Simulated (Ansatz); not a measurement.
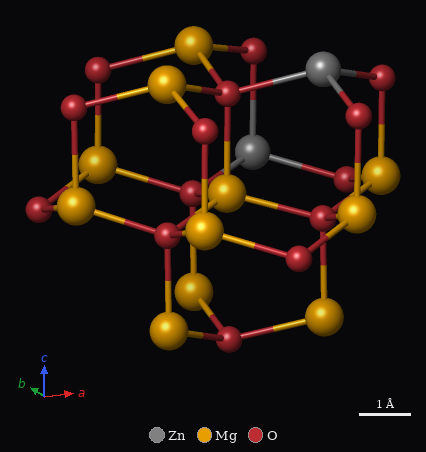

Solid Zn₆Mg₄₂O₄₈ (a generated structure, set up in P1), before the relaxation. A ball-and-stick model of the atoms within 4.2 Å of the atom that moves most (axes of the cell of the calculation), seen slightly off an axis.

These are results of DFT, PBEsol, PAW, plane waves in Ansatz, not measurements.

Set-up: plane-wave cutoff 420 eV; k-point mesh 1 × 1 × 1; mesh shifted by (0.25, 0.25, 0.25); no spin polarisation; cell relaxed at fixed alpha, beta, gamma; force threshold 0.03 eV/Å; at most 80 steps.

```
CELL_PARAMETERS angstrom
9.87989 0.00000 0.00000
0.00000 11.40832 0.00000
0.00000 0.00000 10.09517
ATOMIC_POSITIONS crystal
Zn 0.16609 0.08232 0.24734
Zn 0.16901 0.08083 0.74457
Zn 0.66788 0.83347 0.24682
Zn 0.99711 0.66594 0.99499
Zn 0.66780 0.16674 0.99139
Zn 0.33096 0.66505 0.49472
Mg 0.99939 0.33439 0.24452
Mg 0.99966 0.32954 0.74518
Mg 0.50254 0.08417 0.24425
Mg 0.50188 0.08251 0.74478
Mg 0.33316 0.33198 0.24404
Mg 0.33406 0.33251 0.74360
Mg 0.16382 0.58558 0.24566
Mg 0.16297 0.58201 0.74241
Mg 0.00075 0.83371 0.24795
Mg 0.99990 0.83670 0.74693
Mg 0.83255 0.08373 0.24480
Mg 0.83554 0.08420 0.74872
Mg 0.66648 0.33187 0.24545
Mg 0.66507 0.33344 0.74768
Mg 0.49925 0.58587 0.24553
Mg 0.50259 0.58513 0.74672
Mg 0.32993 0.83452 0.24609
Mg 0.33340 0.83293 0.74598
Mg 0.83455 0.58163 0.24700
Mg 0.83514 0.58026 0.74849
Mg 0.66914 0.83098 0.74444
Mg 0.00128 0.16654 0.49414
Mg 0.99979 0.16365 0.99561
Mg 0.33244 0.16662 0.49682
Mg 0.33213 0.16547 0.99615
Mg 0.16363 0.41523 0.49448
Mg 0.16498 0.41543 0.99304
Mg 0.99812 0.66735 0.49819
Mg 0.66806 0.16554 0.49275
Mg 0.50285 0.41727 0.49492
Mg 0.49878 0.41438 0.99539
Mg 0.33416 0.66640 0.99273
Mg 0.16626 0.91505 0.49446
Mg 0.17002 0.91492 0.99250
Mg 0.83302 0.41629 0.49391
Mg 0.83317 0.41589 0.99310
Mg 0.67125 0.66736 0.49536
Mg 0.66478 0.66802 0.99653
Mg 0.50022 0.91526 0.49453
Mg 0.49570 0.91289 0.98960
Mg 0.83236 0.91761 0.49420
Mg 0.83114 0.91683 0.99453
O 0.99848 0.16611 0.19173
O 0.00124 0.16681 0.69293
O 0.33236 0.16522 0.18848
O 0.33623 0.16731 0.69024
O 0.16758 0.41777 0.19401
O 0.16404 0.42162 0.69468
O 0.00070 0.66272 0.19352
O 0.00186 0.66835 0.69283
O 0.66909 0.16487 0.19681
O 0.66678 0.16375 0.69285
O 0.49921 0.41526 0.19081
O 0.50134 0.41569 0.68921
O 0.33490 0.66550 0.19526
O 0.33186 0.66740 0.69250
O 0.16521 0.91451 0.19284
O 0.16665 0.91726 0.69417
O 0.83592 0.41756 0.19410
O 0.83533 0.41878 0.69389
O 0.66734 0.66469 0.19647
O 0.66885 0.66819 0.69543
O 0.49899 0.91629 0.19070
O 0.50076 0.91360 0.69241
O 0.83345 0.91609 0.19278
O 0.83376 0.91874 0.69375
O 0.16613 0.08392 0.44238
O 0.16724 0.08473 0.94090
O 0.00110 0.33078 0.44621
O 0.00145 0.33574 0.94340
O 0.49977 0.08591 0.44430
O 0.49865 0.08095 0.94490
O 0.33114 0.33234 0.44461
O 0.33469 0.33225 0.94577
O 0.16492 0.58353 0.44324
O 0.16752 0.58334 0.94403
O 0.00087 0.83308 0.44130
O 0.99819 0.83434 0.94126
O 0.82967 0.08250 0.44355
O 0.83321 0.08331 0.94274
O 0.66415 0.33466 0.44071
O 0.66411 0.33485 0.94394
O 0.49940 0.58604 0.43918
O 0.50122 0.58482 0.94241
O 0.33236 0.83226 0.44145
O 0.33211 0.83704 0.93862
O 0.83153 0.58305 0.43908
O 0.83367 0.58364 0.94172
O 0.66470 0.83233 0.44228
O 0.66780 0.83554 0.94364
```

### Predict the outcome.

The energy falls by 8.1 meV per atom in 4 accepted moves (5 points after the start). The largest force component goes from 1.1 to 0.0009 eV/Å. The pressure goes from 0.19 to 0.00 GPa. At 1 point the geometry stayed and the basis and grid were re-selected for the new cell (energy shift of less than 0.05 meV per atom at most each time). The atom that moves furthest relative to the cell is Mg46 (0.096 Å along [2 1 2]). By element the largest moves are Mg 0.096 Å, O 0.073 Å, Zn 0.066 Å. The drawn cell changes as follows: a 9.880 → 9.863 Å (−0.2 %), b 11.408 → 11.387 Å (−0.2 %), c 10.095 → 10.137 Å (+0.4 %); the volume changes by +0.1 %. Near-neighbour distances that change, for instance: Mg46–O92 1.904 → 1.976 Å, Zn5–O57 2.074 → 2.003 Å, Mg38–O61 2.045 → 1.980 Å, Mg40–O92 1.910 → 1.971 Å. Bond angles that change, for instance: O92–Mg46–O96 117.7° → 112.4°, Mg46–O96–Mg48 116.3° → 111.2°, O69–Mg46–O96 103.3° → 107.7°. The space group stays P1 (No. 1). Cost: 6.3 s on 1 × NVIDIA GB200 with 8 threads of Arm Neoverse-V2, peak memory 2 GiB.

Step by step:

| step | E − E(0), meV/atom | largest force component, eV/Å | pressure, GPa | volume, Å³/atom | note |
| --- | --- | --- | --- | --- | --- |
| 0 | 0.00 | 1.1237 | 0.19 | 11.853 |  |
| 1 | -4.84 | 0.7187 | 0.09 | 11.852 |  |
| 2 | -8.02 | 0.0277 | 0.05 | 11.851 |  |
| 3 | -7.96 | 0.0047 | -0.13 | 11.871 |  |
| 4 | -8.01 | 0.0009 | 0.00 | 11.859 |  |
| 5 | -8.05 | 0.0009 | 0.00 | 11.859 | same geometry, new basis |

After the run, drawn alike:

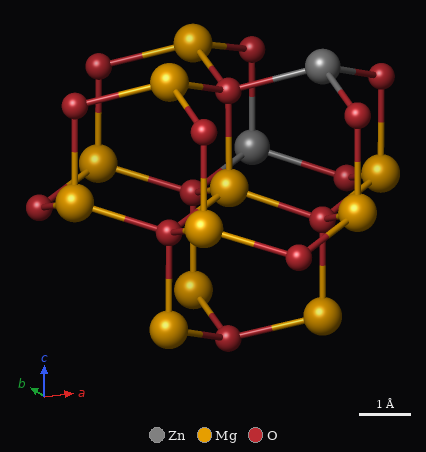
